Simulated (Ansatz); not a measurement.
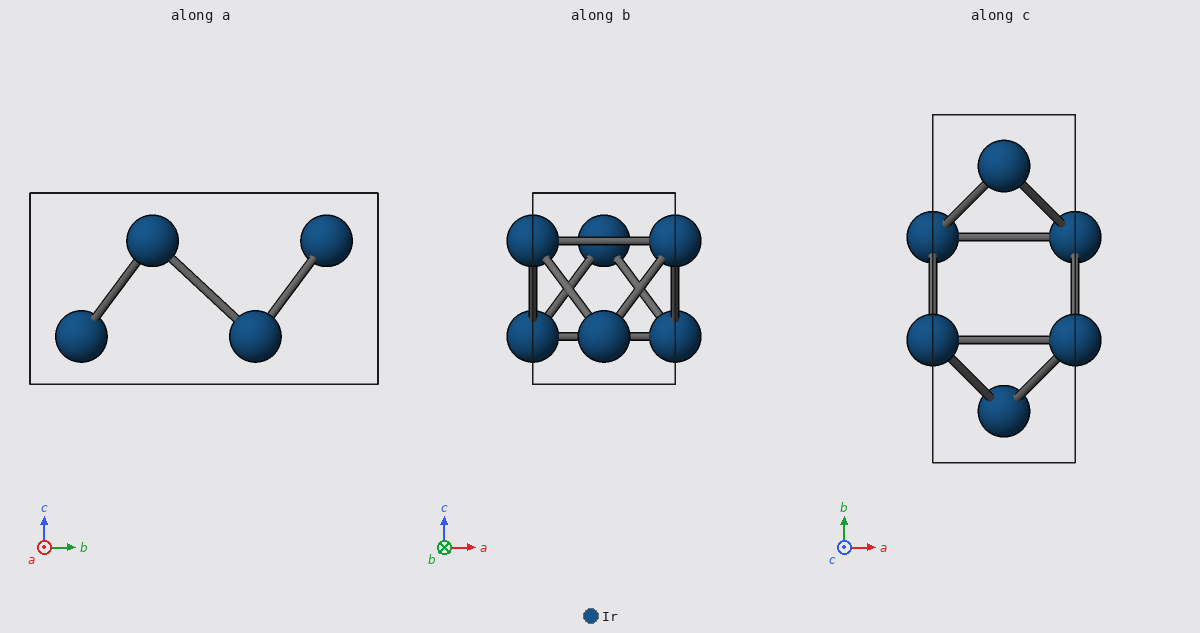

Crystal structure, ball-and-stick style, seen along the a axis, along the b axis and along the c axis. The edges of the conventional unit cell are marked.

Lattice parameters: a = 2.6898 Å, b = 6.5721 Å, c = 3.6106 Å, α = 90.000°, β = 90.000°, γ = 90.000°.

> Express the structure as a CIF in P1 with every atom of the cell, with free fractional coordinates to two decimals.

```cif
data_structure
_symmetry_space_group_name_H-M 'P 1'
_symmetry_Int_Tables_number 1
_cell_length_a 2.6898
_cell_length_b 6.5721
_cell_length_c 3.6106
_cell_angle_alpha 90.000
_cell_angle_beta 90.000
_cell_angle_gamma 90.000
_cell_volume 63.83
loop_
_atom_site_label
_atom_site_type_symbol
_atom_site_fract_x
_atom_site_fract_y
_atom_site_fract_z
_atom_site_occupancy
Ir1 Ir 0.50 0.85 0.75 1
Ir2 Ir 0.00 0.65 0.25 1
Ir3 Ir 0.00 0.35 0.75 1
Ir4 Ir 0.50 0.15 0.25 1
```

It derives from a structure type filled with this element by a generator (whether the element takes this form wasn't checked). The geometry is the end of a relaxation with DFT, revPBE, plane waves (420 eV) with PAW, scalar-relativistic in Ansatz 0.2.0.
